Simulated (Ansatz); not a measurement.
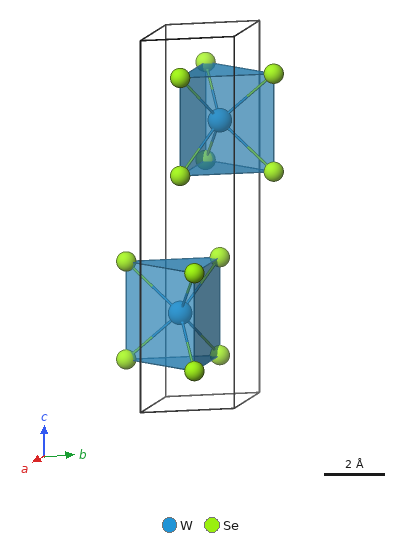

The structure as given in the input (polyhedral view of the cell of the calculation, seen slightly off an axis; polyhedra are completed across the faces of the cell).

# WSe2: geometry relaxation

The run: geometry relaxation of WSe2 (P6₃/mmc, 6 atoms in the cell). Method and program: DFT PBE+D3(BJ), scalar-relativistic, plane waves, PAW, no spin polarisation (Ansatz 0.2.0).

The structure derives from a Materials Project entry.

## The input
```yaml
crystal:
  lattice:
    - [3.2790406091, 0.0, 0.0]
    - [-1.6395203046, 2.8397324676, 0.0]
    - [0.0, 0.0, 12.7928240801]
  atoms:
    - { symbol: W, position: [0.6666666667, 0.3333333333, 0.2500158208] }
    - { symbol: W, position: [0.3333333333, 0.6666666667, 0.7499841792] }
    - { symbol: Se, position: [0.3333333333, 0.6666666667, 0.3816757315] }
    - { symbol: Se, position: [0.6666666667, 0.3333333333, 0.8816436486] }
    - { symbol: Se, position: [0.3333333333, 0.6666666667, 0.1183563514] }
    - { symbol: Se, position: [0.6666666667, 0.3333333333, 0.6183242685] }
basis:
  ecutwfc: 420
kpoints:
  mp_grid: { grid: [12, 12, 2] }
hamiltonian:
  xc: pbe
  dispersion: d3bj
scf:
  occupations: { method: gaussian, width: 0.02 }
output:
  forces: true
  stress: true
  eigenvalues: true
relax:
  adjacent_minimum: "off"
  f_tol: 0.005
  max_steps: 80
  cell: { stress_tol: 0.05 }
```

Hardware: 1 thread of AMD EPYC (Zen 3), 32 GiB of memory available, shared host.

Launch command:
```bash
ansatz run input.yaml --threads 1 --pin off --max-ram 2560MiB --backend cpu --events-out ev --progress --plain --runs-dir out
```

## What the program printed
```
Engine: ansatz 0.2.0, x86_64-unknown-linux-gnu
Pseudopotentials: kind: paw
Pseudopotential: W, paw, valence charge 14, recommended cutoff 420 eV (normal), W.paw.azcp
Pseudopotential: Se, paw, valence charge 16, recommended cutoff 420 eV (normal), Se.paw.azcp
Functional definition: PBE
  parameter kappa = 0.804
  parameter beta = 0.06672455060314922
  exchange = pbe_x(kappa = kappa, mu = beta*pi^2/3)
  correlation = pbe_c(beta = beta)
Crystal: 6 atoms, lattice volume = 119.122 Å³
Basis set: ecut = 420 eV, 2347 PW (Γ), exchange–correlation on 48×48×180 points (8 copies of the dense FFT grid, shifted against one another)
Bands: 56, of which v1, the nominal top of the filled ones, is band 46 counted from 1 (45 counted from 0)
Symmetry: 12 space group operations
Space group: P-3m1 (ITA 164), of the structure as read, at distance tolerance 4.9e-5 Å
k-points: 38 of 288
Non-local potential: W, projectors of the file, l = 0: 3, l = 1: 2, l = 2: 2, l = 3: 1
Non-local potential: Se, projectors of the file, l = 0: 2, l = 1: 2, l = 2: 3, l = 3: 1
PAW form: soft (Blöchl's): semilocal exchange-correlation on the pseudo side does not see the compensation charge
PAW one-centre angular grid: W, 590 points (default); XC on 64 Gauss nodes
PAW one-centre angular grid: Se, 590 points (default); XC on 64 Gauss nodes
Initial density: superposition of atomic densities (neutral atoms: chi_scale 0, normalization atom), corrected by the library's trained network
Initial wavefunctions: pseudopotential atomic-orbital guess
Functional: x = pbe(κ = 0.804, μ = 0.2195149727645171), c = pbe(β = 0.06672455060314922)
SCF iter   1: F=—  HF=-42651.998801 eV  |F-HF|=—  |Δ(HF+E_count)|=         —  Δρ=4.41e-3  dr2=7.76e-3  ethr=1.77e-3  ⟨swp⟩=6.4  Hψ=7649  notcnv=0  defer=1
preconditioner: auto → Resta (q_TF=auto, 2.613 Å⁻¹)  ε∞=6.1  [insulator: Δε(μ)=0.895 eV  Ē_g=9.011 eV  σ=0.020 eV  W_gap=1.00  n_scr=40 (ndim 8)  ℏωp=20.4 eV  f_vac=0.036  D(μ)=0.00/eV (n_scr^D=0)  ε∞_Penn≈6.1]
SCF iter   2: F=—  HF=-42652.007239 eV  |F-HF|=—  |Δ(HF+E_count)|=   8.44e-3  Δρ=2.56e-3  dr2=1.93e-3  ethr=8.44e-6  ⟨swp⟩=2.0  Hψ=3625  notcnv=0  defer=93
SCF iter   3: F=—  HF=-42652.011247 eV  |F-HF|=—  |Δ(HF+E_count)|=   4.01e-3  Δρ=7.73e-4  dr2=8.47e-4  ethr=2.10e-6  ⟨swp⟩=2.0  Hψ=3006  notcnv=0  defer=93
SCF iter   4: F=—  HF=-42652.011421 eV  |F-HF|=—  |Δ(HF+E_count)|=   1.74e-4  Δρ=7.82e-5  dr2=4.09e-6  ethr=9.21e-7  ⟨swp⟩=2.1  Hψ=2760  notcnv=0  defer=93
SCF iter   5: F=—  HF=-42652.011454 eV  |F-HF|=—  |Δ(HF+E_count)|=   3.23e-5  Δρ=3.10e-5  dr2=7.85e-7  ethr=4.44e-9  ⟨swp⟩=2.1  Hψ=3706  notcnv=0  defer=93
SCF iter   6: F=—  HF=-42652.011455 eV  |F-HF|=—  |Δ(HF+E_count)|=   1.44e-6  Δρ=7.43e-6  dr2=7.81e-8  ethr=1.09e-10  ⟨swp⟩=7.6  Hψ=10280  notcnv=0
SCF iter   7: F=-42652.011455 eV  HF=-42652.011455 eV  |F-HF|=2.02e-8  |Δ(HF+E_count)|=   4.15e-8  Δρ=3.31e-6  dr2=1.32e-8  ethr=8.49e-11  ⟨swp⟩=4.0  Hψ=7410  notcnv=0
SCF 1 converged in 7 iterations: F = -42652.011455 eV  dr2 = 1.32e-8
  greatest PAW one-centre occupation: 1.000 electrons in one spin orbital (limit 2), on the Se atom at site 5 (counted from 0), in its partial waves of l = 2
relax step   1: F+E_penalty+E_count = -42652.01145511 eV  Δ(F+E_penalty+E_count) = +0.000e0 eV  max|allowed force component| = 1.009e-3 eV/Å  Δτ_max = 0.0000 Å  P = -0.008 GPa  Ω = 119.122 Å³  (7 SCF iters, dr2 threshold 1.00e-7 eV, accepted)
Initial density: handed on by an earlier stage of this run
Initial wavefunctions: pseudopotential atomic-orbital guess (no wavefunctions were taken with the density)
iter 1 solved again at ethr=5.08e-8 eV; its pass at ethr=3.10e-3 eV (dr2=4.67e-5 eV) is discarded
SCF iter   1: F=—  HF=-42652.011434 eV  |F-HF|=—  |Δ(HF+E_count)|=         —  Δρ=3.38e-6  dr2=1.48e-8  ethr=5.08e-8  ⟨swp⟩=3.6  Hψ=13194  notcnv=0
preconditioner: auto → Resta (q_TF=auto, 2.613 Å⁻¹)  ε∞=6.1  [insulator: Δε(μ)=0.897 eV  Ē_g=9.009 eV  σ=0.020 eV  W_gap=1.00  n_scr=40 (ndim 8)  ℏωp=20.4 eV  f_vac=0.029  D(μ)=0.00/eV (n_scr^D=0)  ε∞_Penn≈6.1]
SCF iter   2: F=—  HF=-42652.011455 eV  |F-HF|=—  |Δ(HF+E_count)|=   2.08e-5  Δρ=2.26e-6  dr2=6.75e-9  ethr=1.61e-11  ⟨swp⟩=3.0  Hψ=4620  notcnv=0
SCF iter   3: F=—  HF=-42652.011455 eV  |F-HF|=—  |Δ(HF+E_count)|=   1.15e-8  Δρ=1.06e-6  dr2=2.33e-9  ethr=7.34e-12  ⟨swp⟩=2.0  Hψ=2765  notcnv=0
SCF iter   4: F=—  HF=-42652.011455 eV  |F-HF|=—  |Δ(HF+E_count)|=   1.49e-9  Δρ=3.45e-7  dr2=4.05e-10  ethr=2.53e-12  ⟨swp⟩=2.7  Hψ=3462  notcnv=0
SCF iter   5: F=—  HF=-42652.011455 eV  |F-HF|=—  |Δ(HF+E_count)|=  1.38e-10  Δρ=2.35e-7  dr2=9.67e-11  ethr=1.00e-12  ⟨swp⟩=2.0  Hψ=2442  notcnv=0
SCF iter   6: F=-42652.011455 eV  HF=-42652.011455 eV  |F-HF|=7.28e-12  |Δ(HF+E_count)|=  4.37e-11  Δρ=4.15e-8  dr2=2.23e-12  ethr=1.00e-12  ⟨swp⟩=4.4  Hψ=6531  notcnv=0
SCF 2 converged in 6 iterations: F = -42652.011455 eV  dr2 = 2.23e-12
relax step   2: F+E_penalty+E_count = -42652.01145511 eV  Δ(F+E_penalty+E_count) = -4.409e-9 eV  max|allowed force component| = 9.998e-4 eV/Å  Δτ_max = 0.0000 Å  P = -0.008 GPa  Ω = 119.122 Å³  stress off target by 1.67e-2 GPa  SCF on the basis re-selected at this cell (its energy is not comparable with the rows above)  (6 SCF iters)
```

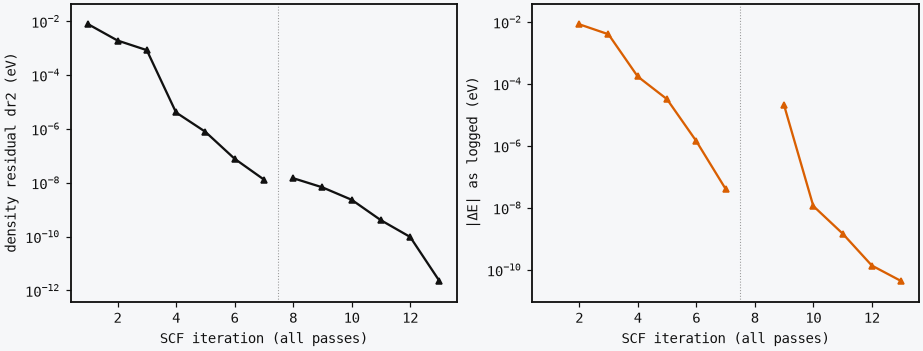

Convergence of the self-consistent field: density residual dr2 and size of the energy change against the SCF iteration. The dotted lines part the SCF passes of the relaxation: geometry steps, rejected trials and re-solves on a re-selected basis. The passes take 7 and 6 iterations.

```
basis re-selected at this cell: Δ(F+E_penalty+E_count) = -4.409e-9 eV, ΔP = +0.000 GPa vs the last step (what re-selecting the basis moved, of the pressure what is left beyond the Pulay correction that the steps carried, after the strain that the cell walked since its last selection, with what the two solves' SCF thresholds leave and, on support functions, any second-order correction that the steps lacked; it is no measure of the basis error at this ecutwfc). This SCF's stress stands 1.67e-2 GPa from its target on what of the cell is left free (relax.cell.stress_tol is 5.00e-2 GPa) and its largest allowed force component is 1.00e-3 eV/Å (relax.f_tol is 5.00e-3 eV/Å): within both
SCF converged after 6 iterations
Free energy (F): -42652.011455 eV
Harris-Foulkes:  -42652.011455 eV  (|F-HF|=7.28e-12)
Internal energy: -42652.011455 eV  (E = F + TS)
E sigma→0 (E₀):  -42652.011455 eV
Fermi energy:    13.789534 eV
--- Per-component energies (eV) ---
  E_band       = -1649.598899
  E_kinetic    = 1379.902058
  E_local      = -11084.189242  (includes V_loc(G=0)·N_el)
  E_nonlocal   = -2379.684026
  E_hartree    = 5342.245033
  E_xc         = -953.507059
  E_vxc        = -874.201713  (∫ρ·V_xc dr)
  E_paw        = -24771.118714  (= ΣΔE_a)
  E_vpaw       = 624.086468  (= ΣTr[D̂ρ^β])
  E_aug_tail   = -0.002508  (compensation charges beyond the density's cutoff)
  E_ewald      = -10182.804418
  E_disp       = -2.852578  (pairwise vdW)
  E_smearing   = -0.000000  (= −TS)
  E_closure    = 0.000000  (closes the sum)
  Σ components = -42652.011455   (vs F -42652.011455, Δ=0.00e0)
--- Forces (eV/Å), atoms counted from 1 ---
  atom   1  W      0.00000000    -0.00000000    -0.00002466
  atom   2  W     -0.00000000     0.00000000     0.00002466
  atom   3  Se    -0.00000000     0.00000000     0.00050702
  atom   4  Se    -0.00000000    -0.00000000     0.00099981
  atom   5  Se     0.00000000     0.00000000    -0.00099981
  atom   6  Se    -0.00000000    -0.00000000    -0.00050702
  max |Σ_I F_I| component: 2.31e-18 eV/Å
--- Stress (GPa, compression-positive) ---
       -0.003205      -0.000000       0.000000
       -0.000000      -0.003205       0.000000
        0.000000       0.000000      -0.016703
  P = ⅓ Tr σ = -0.0077 GPa (-0.077 kbar)
--- Band table (eV; the first three rows and the last of 38) ---
  k-point 0: bands = ["-60.9171", "-60.9171", "-34.5296", "-34.5296", "-34.5295", "-34.5295", "-34.5291", "-34.5291", "-34.5290", "-34.5290", "-34.5026", "-34.5026", "-34.5021", "-34.5021", "-34.5015", "-34.5015", "-34.5010", "-34.5010", "-34.4914", "-34.4911", "-34.4895", "-34.4891", "-25.2102", "-25.2101", "-25.0681", "-25.0681", "-25.0681", "-25.0681", "-2.0085", "-1.6919", "-0.8783", "-0.3594", "6.0795", "7.3485", "9.5512", "10.7083", "10.7083", "10.7305", "10.7305", "11.8179", "11.8179", "11.8884", "11.8884", "12.1472", "12.3786", "13.3415", "15.9757", "15.9757", "16.0242", "16.0242", "16.0405", "16.0405", "16.2833", "16.2833", "17.9060", "18.5866"]
  k-point 1: bands = ["-60.9171", "-60.9171", "-34.5296", "-34.5296", "-34.5296", "-34.5296", "-34.5290", "-34.5290", "-34.5290", "-34.5290", "-34.5024", "-34.5024", "-34.5024", "-34.5024", "-34.5012", "-34.5012", "-34.5012", "-34.5012", "-34.4913", "-34.4913", "-34.4893", "-34.4893", "-25.2102", "-25.2102", "-25.0681", "-25.0681", "-25.0681", "-25.0681", "-1.8796", "-1.8793", "-0.5934", "-0.5931", "6.5959", "6.5966", "10.6811", "10.6818", "10.7191", "10.7191", "10.7192", "10.7192", "11.8531", "11.8531", "11.8532", "11.8532", "13.1362", "13.1368", "15.9750", "15.9750", "15.9752", "15.9752", "16.1860", "16.1860", "16.1861", "16.1861", "18.2787", "18.2787"]
  k-point 2: bands = ["-60.9164", "-60.9164", "-34.5296", "-34.5295", "-34.5293", "-34.5292", "-34.5291", "-34.5290", "-34.5288", "-34.5287", "-34.5026", "-34.5026", "-34.5022", "-34.5022", "-34.5016", "-34.5015", "-34.5012", "-34.5010", "-34.4913", "-34.4909", "-34.4893", "-34.4889", "-25.2068", "-25.2068", "-25.0846", "-25.0845", "-25.0719", "-25.0719", "-1.9020", "-1.5864", "-0.8173", "-0.3109", "6.2170", "7.4844", "9.4602", "10.3797", "10.4169", "10.8064", "10.8378", "11.3401", "11.6323", "11.7113", "11.8116", "12.1781", "12.5321", "13.1569", "15.7421", "15.7924", "15.8362", "15.8706", "15.8779", "16.1284", "16.1639", "16.2497", "18.5249", "19.0981"]
  k-point 37: bands = ["-60.9049", "-60.9049", "-34.5278", "-34.5278", "-34.5265", "-34.5265", "-34.5264", "-34.5264", "-34.5262", "-34.5262", "-34.5043", "-34.5043", "-34.5034", "-34.5034", "-34.5024", "-34.5024", "-34.5023", "-34.5023", "-34.4890", "-34.4890", "-34.4867", "-34.4867", "-25.2490", "-25.2490", "-25.2224", "-25.2224", "-25.1535", "-25.1535", "0.4946", "0.4946", "0.5757", "0.5757", "7.5498", "7.5500", "7.6516", "7.6516", "8.6035", "8.6037", "8.9048", "8.9048", "9.9365", "9.9365", "10.5454", "10.5454", "12.9812", "12.9814", "14.7192", "14.7192", "15.6932", "15.6937", "16.5190", "16.5190", "17.6773", "17.6773", "19.5750", "19.5750"]
--- Relaxed structure (1 steps of the walk, 1 accepted, 1 SCFs on fresh bases) ---
  F+E_penalty+E_count = -42652.01145511 eV   max|allowed force component| = 9.998e-4 eV/Å   (the final SCF, on the basis selected at the relaxed cell)
  cell:  # Å, volume = 119.1216 Å³
    - [3.27904060914538, 2.886742341098189e-11, 0.0]
    - [-1.6395203045976903, 2.839732467546266, 0.0]
    - [0.0, 0.0, 12.7928240801]
  atoms:
    - { symbol: W, position: [0.6666666666666666, 0.33333333333333326, 0.2500158208] }
    - { symbol: W, position: [0.3333333333333333, 0.6666666666666665, 0.7499841792] }
    - { symbol: Se, position: [0.3333333333333333, 0.6666666666666665, 0.3816757315] }
    - { symbol: Se, position: [0.6666666666666666, 0.33333333333333326, 0.8816436486000001] }
    - { symbol: Se, position: [0.3333333333333333, 0.6666666666666665, 0.11835635140000002] }
    - { symbol: Se, position: [0.6666666666666666, 0.33333333333333326, 0.6183242685] }
```

## Trajectory as extended XYZ (Å, eV, eV/Å), 2 frames, from step=1 to step=2
```
6
Lattice="3.2790 0.0000 0.0000 -1.6395 2.8397 0.0000 0.0000 0.0000 12.7928" Properties=species:S:1:pos:R:3:forces:R:3 step=1 energy=-42652.01145 pressure_GPa=-0.01
W     1.6395    0.9466    3.1984    0.0000   0.0000   0.0000
W     0.0000    1.8932    9.5944    0.0000   0.0000   0.0000
Se    0.0000    1.8932    4.8827    0.0000   0.0000   0.0005
Se    1.6395    0.9466   11.2787    0.0000   0.0000   0.0010
Se    0.0000    1.8932    1.5141    0.0000   0.0000  -0.0010
Se    1.6395    0.9466    7.9101    0.0000   0.0000  -0.0005
6
Lattice="3.2790 0.0000 0.0000 -1.6395 2.8397 0.0000 0.0000 0.0000 12.7928" Properties=species:S:1:pos:R:3:forces:R:3 step=2 energy=-42652.01145 pressure_GPa=-0.01
W     1.6395    0.9466    3.1984    0.0000   0.0000   0.0000
W     0.0000    1.8932    9.5944    0.0000   0.0000   0.0000
Se    0.0000    1.8932    4.8827    0.0000   0.0000   0.0005
Se    1.6395    0.9466   11.2787    0.0000   0.0000   0.0010
Se    0.0000    1.8932    1.5141    0.0000   0.0000  -0.0010
Se    1.6395    0.9466    7.9101    0.0000   0.0000  -0.0005
```

## Summary

- outcome: converged
- space group (tolerance 0.01 Å): P6₃/mmc (194)
- electrons treated: 92
- free energy: −42652.0115 eV
- Fermi energy: 13.790 eV
- gap on the k-point mesh: 0.90 eV
- pressure: −0.01 GPa
- final volume: 119.12 Å³
- largest force (length of the vector) at the end: 0.001 eV/Å
- final cell: a = 3.279 Å, b = 3.279 Å, c = 12.793 Å, α = 90.00°, β = 90.00°, γ = 120.00°
- wall time: 27 s
- peak memory: 0.57 GiB

## Notes

Spin–orbit coupling is left out, which matters for W.
